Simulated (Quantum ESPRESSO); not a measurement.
**Band-structure run of Sn**

Sn (Fd-3m, 2 atoms in the cell), computed with Kohn-Sham DFT of a periodic cell, vdW-DF, PseudoDojo 0.4.1 SR PBE standard, no spin polarisation (Quantum ESPRESSO 7.5).

The structure derives from an entry of the Crystallography Open Database.

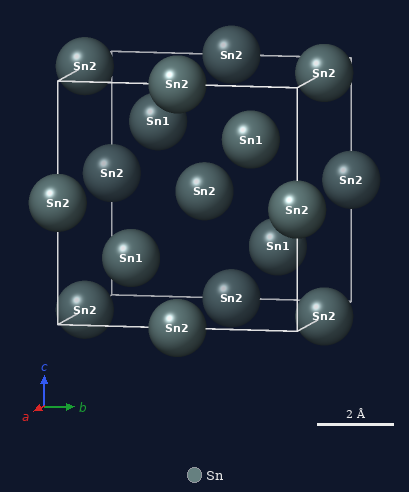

**Figure 1.** The structure as given in the input (spheres-only view of the cell 4 times as large as that of the calculation, set on its symmetry axes, seen slightly off an axis; atoms are numbered from 1 in the order of the input). An atom can appear more than once, as a periodic image.

## The input
```
&CONTROL
  calculation = 'scf'
  prefix = 'pwscf'
  outdir = './tmp'
  pseudo_dir = './pseudo'
  tprnfor = .true.
  tstress = .true.
  disk_io = 'low'
/
&SYSTEM
  ibrav = 0
  nat = 2
  ntyp = 1
  ecutwfc = 72
  nbnd = 21
  input_dft = 'vdw-df'
  occupations = 'smearing'
  smearing = 'fd'
  degauss = 0.00367493
/
&ELECTRONS
  conv_thr = 4d-10
  electron_maxstep = 120
  mixing_beta = 0.5
/
ATOMIC_SPECIES
Sn   118.7100 Sn.upf
CELL_PARAMETERS angstrom
   0.0000000000    3.2333428000    3.2333428000
   3.2333428000    0.0000000000    3.2333428000
   3.2333428000    3.2333428000    0.0000000000
ATOMIC_POSITIONS angstrom
Sn     4.8500142000    4.8500142000    4.8500142000
Sn     3.2333428000    3.2333428000    3.2333428000
K_POINTS automatic
7 7 7 0 0 0
```

## File bands.in
```
&CONTROL
  calculation = 'bands'
  prefix = 'pwscf'
  outdir = './tmp'
  pseudo_dir = './pseudo'
  disk_io = 'low'
  verbosity = 'high'
/
&SYSTEM
  ibrav = 0
  nat = 2
  ntyp = 1
  ecutwfc = 72
  nbnd = 21
  input_dft = 'vdw-df'
  occupations = 'smearing'
  smearing = 'fd'
  degauss = 0.00367493
/
&ELECTRONS
  conv_thr = 1d-08
  electron_maxstep = 120
  mixing_beta = 0.5
  diago_full_acc = .true.
/
ATOMIC_SPECIES
Sn   118.7100 Sn.upf
CELL_PARAMETERS angstrom
   0.0000000000    3.2333428000    3.2333428000
   3.2333428000    0.0000000000    3.2333428000
   3.2333428000    3.2333428000    0.0000000000
ATOMIC_POSITIONS angstrom
Sn     4.8500142000    4.8500142000    4.8500142000
Sn     3.2333428000    3.2333428000    3.2333428000
K_POINTS crystal
60
 0.0000000000  0.0000000000  0.0000000000 1
 0.0625000000  0.0000000000  0.0625000000 1
 0.1250000000  0.0000000000  0.1250000000 1
 0.1875000000  0.0000000000  0.1875000000 1
 0.2500000000  0.0000000000  0.2500000000 1
 0.3125000000  0.0000000000  0.3125000000 1
 0.3750000000  0.0000000000  0.3750000000 1
 0.4375000000  0.0000000000  0.4375000000 1
 0.5000000000  0.0000000000  0.5000000000 1
 0.5000000000  0.0625000000  0.5625000000 1
 0.5000000000  0.1250000000  0.6250000000 1
 0.5000000000  0.1875000000  0.6875000000 1
 0.5000000000  0.2500000000  0.7500000000 1
 0.4375000000  0.3125000000  0.7500000000 1
 0.3750000000  0.3750000000  0.7500000000 1
 0.3375000000  0.3375000000  0.6750000000 1
 0.3000000000  0.3000000000  0.6000000000 1
 0.2625000000  0.2625000000  0.5250000000 1
 0.2250000000  0.2250000000  0.4500000000 1
 0.1875000000  0.1875000000  0.3750000000 1
 0.1500000000  0.1500000000  0.3000000000 1
 0.1125000000  0.1125000000  0.2250000000 1
 0.0750000000  0.0750000000  0.1500000000 1
 0.0375000000  0.0375000000  0.0750000000 1
 0.0000000000  0.0000000000  0.0000000000 1
 0.0625000000  0.0625000000  0.0625000000 1
 0.1250000000  0.1250000000  0.1250000000 1
 0.1875000000  0.1875000000  0.1875000000 1
 0.2500000000  0.2500000000  0.2500000000 1
 0.3125000000  0.3125000000  0.3125000000 1
 0.3750000000  0.3750000000  0.3750000000 1
 0.4375000000  0.4375000000  0.4375000000 1
 0.5000000000  0.5000000000  0.5000000000 1
 0.5250000000  0.4500000000  0.5250000000 1
 0.5500000000  0.4000000000  0.5500000000 1
 0.5750000000  0.3500000000  0.5750000000 1
 0.6000000000  0.3000000000  0.6000000000 1
 0.6250000000  0.2500000000  0.6250000000 1
 0.5833333333  0.2500000000  0.6666666667 1
 0.5416666667  0.2500000000  0.7083333333 1
 0.5000000000  0.2500000000  0.7500000000 1
 0.5000000000  0.2857142857  0.7142857143 1
 0.5000000000  0.3214285714  0.6785714286 1
 0.5000000000  0.3571428571  0.6428571429 1
 0.5000000000  0.3928571429  0.6071428571 1
 0.5000000000  0.4285714286  0.5714285714 1
 0.5000000000  0.4642857143  0.5357142857 1
 0.5000000000  0.5000000000  0.5000000000 1
 0.4821428571  0.4821428571  0.5357142857 1
 0.4642857143  0.4642857143  0.5714285714 1
 0.4464285714  0.4464285714  0.6071428571 1
 0.4285714286  0.4285714286  0.6428571429 1
 0.4107142857  0.4107142857  0.6785714286 1
 0.3928571429  0.3928571429  0.7142857143 1
 0.3750000000  0.3750000000  0.7500000000 1
 0.6250000000  0.2500000000  0.6250000000 1
 0.5937500000  0.1875000000  0.5937500000 1
 0.5625000000  0.1250000000  0.5625000000 1
 0.5312500000  0.0625000000  0.5312500000 1
 0.5000000000  0.0000000000  0.5000000000 1
```

Run on 1 thread of AMD EPYC (Zen 3), 24 GiB of memory available, shared host.

Launched with:
```bash
OMP_NUM_THREADS=1 pw.x -in pw.in > pw.out
OMP_NUM_THREADS=1 pw.x -in bands.in > bands.out
```

## What the program printed
```
This program is part of the open-source Quantum ESPRESSO suite
     for quantum simulation of materials; please cite
         "P. Giannozzi et al., J. Phys.:Condens. Matter 21 395502 (2009);
         "P. Giannozzi et al., J. Phys.:Condens. Matter 29 465901 (2017);
         "P. Giannozzi et al., J. Chem. Phys. 152 154105 (2020);
          URL
     in publications or presentations arising from this work. More details at

     IMPORTANT: XC functional enforced from input :
     Exchange-correlation= VDW-DF
                           (   1   4   4   0   1   0   0)
     Any further DFT definition will be discarded
     Please, verify this is what you really want

     Message from routine setup:
     using ibrav=0 with symmetry is DISCOURAGED, use correct ibrav instead

     G-vector sticks info
     --------------------
     sticks:   dense  smooth     PW     G-vecs:    dense   smooth      PW
     Sum        1483    1483    433                37509    37509    5817

     Using Slab Decomposition

     bravais-lattice index     =            0
     lattice parameter (alat)  =       8.6410  a.u.
     unit-cell volume          =     456.2279 (a.u.)^3
     number of atoms/cell      =            2
     number of atomic types    =            1
     number of electrons       =        28.00
     number of Kohn-Sham states=           21
     kinetic-energy cutoff     =      72.0000  Ry
     charge density cutoff     =     288.0000  Ry
     scf convergence threshold =      4.0E-10
     mixing beta               =       0.5000
     number of iterations used =            8  plain     mixing
     Exchange-correlation= VDW-DF
                           (   1   4   4   0   1   0   0)

     celldm(1)=   8.641032  celldm(2)=   0.000000  celldm(3)=   0.000000
     celldm(4)=   0.000000  celldm(5)=   0.000000  celldm(6)=   0.000000

     crystal axes: (cart. coord. in units of alat)
               a(1) = (   0.000000   0.707107   0.707107 )
               a(2) = (   0.707107   0.000000   0.707107 )
               a(3) = (   0.707107   0.707107   0.000000 )

     reciprocal axes: (cart. coord. in units 2 pi/alat)
               b(1) = ( -0.707107  0.707107  0.707107 )
               b(2) = (  0.707107 -0.707107  0.707107 )
               b(3) = (  0.707107  0.707107 -0.707107 )

     PseudoPot. # 1 for Sn read from file:
     Sn.upf
     Pseudo is Norm-conserving + core correction, Zval = 14.0
     Generated using ONCVPSP code by D. R. Hamann
     Using radial grid of 1628 points,  6 beta functions with:
                l(1) =   0
                l(2) =   0
                l(3) =   1
                l(4) =   1
                l(5) =   2
                l(6) =   2

     atomic species   valence    mass     pseudopotential
     Sn               14.00   118.71000     Sn( 1.00)

     48 Sym. Ops., with inversion, found (24 have fractional translation)

   Cartesian axes

     site n.     atom                  positions (alat units)
         1        Sn     tau(   1) = (   1.0606602   1.0606602   1.0606602  )
         2        Sn     tau(   2) = (   0.7071068   0.7071068   0.7071068  )

     number of k points=    20  Fermi-Dirac smearing, width (Ry)=  0.0037
                       cart. coord. in units 2pi/alat
        k(    1) = (   0.0000000   0.0000000   0.0000000), wk =   0.0058309
        k(    2) = (   0.1010153   0.1010153  -0.1010153), wk =   0.0466472
        k(    3) = (   0.2020305   0.2020305  -0.2020305), wk =   0.0466472
        k(    4) = (   0.3030458   0.3030458  -0.3030458), wk =   0.0466472
        k(    5) = (   0.2020305  -0.0000000   0.0000000), wk =   0.0349854
        k(    6) = (   0.3030458   0.1010153  -0.1010153), wk =   0.1399417
        k(    7) = (   0.4040610   0.2020305  -0.2020305), wk =   0.1399417
        k(    8) = (  -0.2020305  -0.4040610   0.4040610), wk =   0.1399417
        k(    9) = (  -0.1010153  -0.3030458   0.3030458), wk =   0.1399417
        k(   10) = (  -0.0000000  -0.2020305   0.2020305), wk =   0.0699708
        k(   11) = (   0.4040610  -0.0000000   0.0000000), wk =   0.0349854
        k(   12) = (   0.5050763   0.1010153  -0.1010153), wk =   0.1399417
        k(   13) = (  -0.1010153  -0.5050763   0.5050763), wk =   0.1399417
        k(   14) = (   0.0000000  -0.4040610   0.4040610), wk =   0.0699708
        k(   15) = (   0.6060915  -0.0000000   0.0000000), wk =   0.0349854
        k(   16) = (  -0.0000000  -0.6060915   0.6060915), wk =   0.0699708
        k(   17) = (   0.4040610   0.2020305   0.0000000), wk =   0.1399417
        k(   18) = (  -0.2020305  -0.4040610   0.6060915), wk =   0.2798834
        k(   19) = (  -0.1010153  -0.5050763   0.7071068), wk =   0.1399417
        k(   20) = (  -0.0000000  -0.4040610   0.6060915), wk =   0.1399417

     Dense  grid:    37509 G-vectors     FFT dimensions: (  48,  48,  48)

     Initial potential from superposition of free atoms

     starting charge      27.9969, renormalised to      28.0000

     %%%%%%%%%%%%%%%%%%%%%%%%%%%%%%%%%%%%%%%%%%%%%%%%%%%%%%%%%%%%%%%%%%%%%%%%
     %                                                                      %
     % You are using vdW-DF, which was implemented by the Thonhauser group. %
     % Please cite the following two papers that made this development      %
     % possible and the two reviews that describe the various versions:     %
     %                                                                      %
     %   T. Thonhauser et al., PRL 115, 136402 (2015).                      %
     %   T. Thonhauser et al., PRB 76, 125112 (2007).                       %
     %   K. Berland et al., Rep. Prog. Phys. 78, 066501 (2015).             %
     %   D.C. Langreth et al., J. Phys.: Condens. Matter 21, 084203 (2009). %
     %                                                                      %
     % If you are calculating stress with vdW-DF, please also cite:         %
     %                                                                      %
     %   R. Sabatini et al., J. Phys.: Condens. Matter 24, 424209 (2012).   %
     %                                                                      %
     %%%%%%%%%%%%%%%%%%%%%%%%%%%%%%%%%%%%%%%%%%%%%%%%%%%%%%%%%%%%%%%%%%%%%%%%

     %%%%%%%%%%%%%%%%%%%%%%%%%%%%%%%%%%%%%%%%%%%%%%%%%%%%%%%%%%%%%%%%%%%%%%%%
     %                                                                      %
     %  vdW-DF NEWS:                                                        %
     %                                                                      %
     %  * vdW-DF3 is now available. DOI: 10.1021/acs.jctc.0c00471           %
     %    use with input_dft = 'vdW-DF3-opt1' or 'vdW-DF3-opt2'             %
     %                                                                      %
     %  * Unscreened and range-separated hybrid vdW-DF-cx functionals       %
     %    DOI: 10.1063/1.4986522 and 10.1088/1361-648X/ac2ad2               %
     %    use with input_dft = 'vdW-DF-cx0'    and 'vdW-DF-ahcx'            %
     %  * Unscreened and range-separated hybrid vdW-DF2-b86r functionals    %
     %    DOI: 10.1063/1.4986522 and DOI: 10.1103/PhysRevX.12.041003        %
     %    use with input_dft = 'vdW-DF2-br0' and 'vdW-DF2-ahbr'             %
     %                                                                      %
     %%%%%%%%%%%%%%%%%%%%%%%%%%%%%%%%%%%%%%%%%%%%%%%%%%%%%%%%%%%%%%%%%%%%%%%%

     Starting wfcs are   18 randomized atomic wfcs +    3 random wfcs

     Self-consistent Calculation

     iteration #  1     ecut=    72.00 Ry     beta= 0.50
     Davidson diagonalization with overlap
     ethr =  1.00E-02,  avg # of iterations =  5.8

     Threshold (ethr) on eigenvalues was too large:
     Diagonalizing with lowered threshold

     Davidson diagonalization with overlap
     ethr =  9.57E-05,  avg # of iterations =  3.4

     total energy              =    -316.39926361 Ry
     estimated scf accuracy    <       0.02728368 Ry

     iteration #  2     ecut=    72.00 Ry     beta= 0.50
     Davidson diagonalization with overlap
     ethr =  9.74E-05,  avg # of iterations =  1.0

     total energy              =    -316.39971942 Ry
     estimated scf accuracy    <       0.00538829 Ry

     iteration #  3     ecut=    72.00 Ry     beta= 0.50
     Davidson diagonalization with overlap
     ethr =  1.92E-05,  avg # of iterations =  2.5

     total energy              =    -316.40009373 Ry
     estimated scf accuracy    <       0.00009006 Ry

     iteration #  4     ecut=    72.00 Ry     beta= 0.50
     Davidson diagonalization with overlap
     ethr =  3.22E-07,  avg # of iterations =  4.7

     total energy              =    -316.40010690 Ry
     estimated scf accuracy    <       0.00000526 Ry

     iteration #  5     ecut=    72.00 Ry     beta= 0.50
     Davidson diagonalization with overlap
     ethr =  1.88E-08,  avg # of iterations =  2.0

     total energy              =    -316.40010777 Ry
     estimated scf accuracy    <       0.00000020 Ry

     iteration #  6     ecut=    72.00 Ry     beta= 0.50
     Davidson diagonalization with overlap
     ethr =  7.01E-10,  avg # of iterations =  2.6

     total energy              =    -316.40010783 Ry
     estimated scf accuracy    <       0.00000001 Ry

     iteration #  7     ecut=    72.00 Ry     beta= 0.50
     Davidson diagonalization with overlap
     ethr =  3.89E-11,  avg # of iterations =  2.2

     total energy              =    -316.40010784 Ry
     estimated scf accuracy    <          3.4E-09 Ry

     iteration #  8     ecut=    72.00 Ry     beta= 0.50
     Davidson diagonalization with overlap
     ethr =  1.23E-11,  avg # of iterations =  2.0

     End of self-consistent calculation

          k = 0.0000 0.0000 0.0000 (  4693 PWs)   bands (ev):

   -13.6238 -13.6238 -13.6238 -13.5641 -13.5641 -13.2491 -13.2491 -13.2491
   -13.2408 -13.2408  -2.4326   7.5681   8.3457   8.3457   8.3457  10.4271
    10.4271  10.4271  13.5872  16.3188  16.3188

          k = 0.1010 0.1010-0.1010 (  4729 PWs)   bands (ev):

   -13.6373 -13.6373 -13.6189 -13.5450 -13.5450 -13.2756 -13.2756 -13.2552
   -13.2177 -13.2177  -2.2352   5.7773   7.9906   7.9906   8.8443  10.8819
    10.8819  11.3687  14.4646  15.4101  15.4101

          k = 0.2020 0.2020-0.2020 (  4711 PWs)   bands (ev):

   -13.6531 -13.6531 -13.6075 -13.5178 -13.5178 -13.2993 -13.2993 -13.2694
   -13.2004 -13.2004  -1.6750   3.6949   7.4698   7.4698   8.5422  11.4320
    11.4320  13.3802  14.7402  15.4299  15.4299

          k = 0.3030 0.3030-0.3030 (  4699 PWs)   bands (ev):

   -13.6600 -13.6600 -13.5979 -13.5040 -13.5040 -13.3096 -13.3096 -13.2813
   -13.1928 -13.1928  -0.9630   2.1742   7.1679   7.1679   8.3035  11.5348
    11.5348  14.1963  15.9067  16.7126  16.7126

          k = 0.2020-0.0000 0.0000 (  4729 PWs)   bands (ev):

   -13.6350 -13.6350 -13.6326 -13.5477 -13.5239 -13.3136 -13.2564 -13.2331
   -13.2331 -13.2138  -2.1677   5.6737   7.4705   7.4705   9.8529  10.0255
    11.6322  11.6322  14.3582  14.7776  16.5545

          k = 0.3030 0.1010-0.1010 (  4715 PWs)   bands (ev):

   -13.6592 -13.6490 -13.6131 -13.5237 -13.4910 -13.3479 -13.2831 -13.2468
   -13.2108 -13.1936  -1.7195   4.1059   6.8019   6.9654   9.8405  10.4750
    12.3674  12.5022  14.6846  15.8607  16.4053

          k = 0.4041 0.2020-0.2020 (  4711 PWs)   bands (ev):

   -13.6767 -13.6609 -13.5849 -13.4986 -13.4769 -13.3562 -13.3102 -13.2797
   -13.1930 -13.1747  -1.0032   2.5003   6.1736   6.7556   9.5575  11.2142
    12.3964  13.2555  15.6972  16.7769  17.3200

          k =-0.2020-0.4041 0.4041 (  4696 PWs)   bands (ev):

   -13.6805 -13.6672 -13.5689 -13.4900 -13.4818 -13.3321 -13.3315 -13.3034
   -13.1832 -13.1714  -0.6461   1.9084   5.8567   6.8961   9.4340  11.4934
    12.0912  14.4981  15.8661  16.4048  16.4392

          k =-0.1010-0.3030 0.3030 (  4705 PWs)   bands (ev):

   -13.6694 -13.6662 -13.5809 -13.5119 -13.4849 -13.3344 -13.3067 -13.2896
   -13.1867 -13.1832  -1.2613   2.9944   5.9575   7.3417   9.5230  11.6747
    11.7419  13.3009  14.9305  15.7095  17.5349

          k =-0.0000-0.2020 0.2020 (  4727 PWs)   bands (ev):

   -13.6547 -13.6477 -13.6080 -13.5326 -13.5135 -13.3107 -13.2922 -13.2499
   -13.2163 -13.1951  -1.9129   4.6081   6.6528   7.8941   9.5176  11.0283
    11.2642  12.4110  14.6327  15.4966  15.5861

          k = 0.4041-0.0000 0.0000 (  4700 PWs)   bands (ev):

   -13.6576 -13.6576 -13.6211 -13.5020 -13.4454 -13.4043 -13.3004 -13.2266
   -13.1996 -13.1996  -1.3842   3.5272   6.4277   6.4277   9.1799  10.3247
    13.6204  13.6204  14.5648  17.1506  17.2662

          k = 0.5051 0.1010-0.1010 (  4707 PWs)   bands (ev):

   -13.6797 -13.6678 -13.5846 -13.4714 -13.4373 -13.4128 -13.3322 -13.2688
   -13.1838 -13.1709  -0.7218   2.3638   5.6883   6.1817   9.4419  10.5043
    13.4875  14.0670  16.7616  17.5563  17.9923

          k =-0.1010-0.5051 0.5051 (  4706 PWs)   bands (ev):

   -13.6970 -13.6743 -13.5468 -13.4438 -13.4327 -13.4131 -13.3643 -13.3091
   -13.1740 -13.1518  -0.1078   1.5364   4.9972   6.3078   9.5559  12.1837
    13.2531  13.6431  15.5913  16.6080  18.2725

          k = 0.0000-0.4041 0.4041 (  4710 PWs)   bands (ev):

   -13.6932 -13.6745 -13.5454 -13.4783 -13.4472 -13.3672 -13.3571 -13.3149
   -13.1734 -13.1576  -0.5642   2.1060   4.9709   6.7664   9.7794  12.7639
    12.8856  13.0827  15.1336  15.1794  18.5089

          k = 0.6061-0.0000 0.0000 (  4712 PWs)   bands (ev):

   -13.6738 -13.6738 -13.5745 -13.4976 -13.4365 -13.3646 -13.3574 -13.2787
   -13.1746 -13.1746  -0.1192   1.5546   5.8573   5.8573   9.0175   9.4608
    15.5557  15.5557  16.6874  18.4648  18.4944

          k =-0.0000-0.6061 0.6061 (  4712 PWs)   bands (ev):

   -13.6884 -13.6764 -13.5383 -13.5050 -13.4061 -13.3969 -13.3481 -13.3163
   -13.1708 -13.1591   0.5499   0.8321   5.2987   5.9042   9.2578  10.1846
    15.0644  15.2655  16.4021  17.4975  18.6874

          k = 0.4041 0.2020 0.0000 (  4708 PWs)   bands (ev):

   -13.6718 -13.6701 -13.5838 -13.5002 -13.4559 -13.3839 -13.3069 -13.2764
   -13.1833 -13.1802  -1.1674   3.0359   5.7185   6.7079  10.4751  10.5341
    12.2253  13.4018  15.3926  16.7930  17.4274

          k =-0.2020-0.4041 0.6061 (  4694 PWs)   bands (ev):

   -13.6911 -13.6765 -13.5474 -13.4733 -13.4411 -13.3931 -13.3414 -13.3127
   -13.1728 -13.1588  -0.4392   1.9087   5.2114   6.3132  10.4061  11.3270
    12.6926  13.8020  15.4329  16.8270  17.6581

          k =-0.1010-0.5051 0.7071 (  4697 PWs)   bands (ev):

   -13.6868 -13.6844 -13.5396 -13.4685 -13.4389 -13.3809 -13.3677 -13.3139
   -13.1638 -13.1616   0.0023   1.4624   5.3428   5.6700  10.2177  10.4569
    13.2624  14.8782  16.6605  17.3768  18.7196

          k =-0.0000-0.4041 0.6061 (  4707 PWs)   bands (ev):

   -13.6982 -13.6853 -13.5153 -13.4464 -13.4282 -13.3952 -13.3896 -13.3355
   -13.1623 -13.1497   0.2774   1.1785   4.9374   5.7393  10.5306  12.2224
    12.8970  12.9267  16.1127  17.1370  18.9474

     the Fermi energy is     8.2406 ev

!    total energy              =    -316.40010784 Ry
     estimated scf accuracy    <          5.7E-11 Ry
     smearing contrib. (-TS)   =      -0.00013145 Ry
     internal energy E=F+TS    =    -316.39997639 Ry

     The total energy is F=E-TS. E is the sum of the following terms:
     one-electron contribution =    -141.45505956 Ry
     hartree contribution      =      87.25043756 Ry
     xc contribution           =     -89.39837478 Ry
     ewald contribution        =    -172.79697961 Ry

     convergence has been achieved in   8 iterations

     Forces acting on atoms (cartesian axes, Ry/au):

     atom    1 type  1   force =     0.00000000    0.00000000    0.00000000
     atom    2 type  1   force =     0.00000000    0.00000000    0.00000000

     Total force =     0.000000     Total SCF correction =     0.000000

     Computing stress (Cartesian axis) and pressure

          total   stress  (Ry/bohr**3)                   (kbar)     P=       58.92
   0.00040051  -0.00000000  -0.00000000           58.92       -0.00       -0.00
  -0.00000000   0.00040051  -0.00000000           -0.00       58.92       -0.00
  -0.00000000  -0.00000000   0.00040051           -0.00       -0.00       58.92

=------------------------------------------------------------------------------=
   JOB DONE.
=------------------------------------------------------------------------------=
```

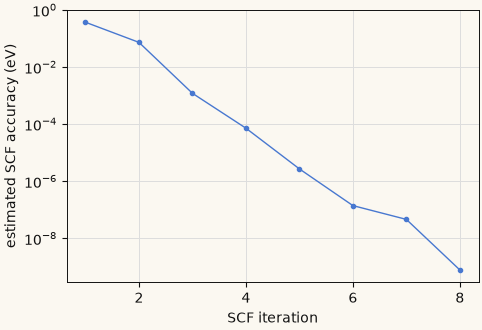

**Figure 2.** Convergence of the self-consistent field: estimated SCF accuracy against the iteration. The field takes 8 iterations in all.

## Key numbers

```csv
quantity,value
outcome,converged
space group (tolerance 0.01 Å),Fd-3m (227)
electrons treated,28
free energy,−4304.8428 eV
Fermi energy,8.241 eV
gap on the k-point mesh,none (metallic)
pressure,5.89 GPa
largest force (length of the vector),under 0.001 eV/Å
wall time,5.5 min
peak memory,0.16 GiB
```

## Remarks

Further notes kept with the run: potentials made for another functional. Points of doubt noted for this run: potentials made for another functional. The cell is under a pressure of 5.9 GPa at this level, so it is not at its equilibrium volume.
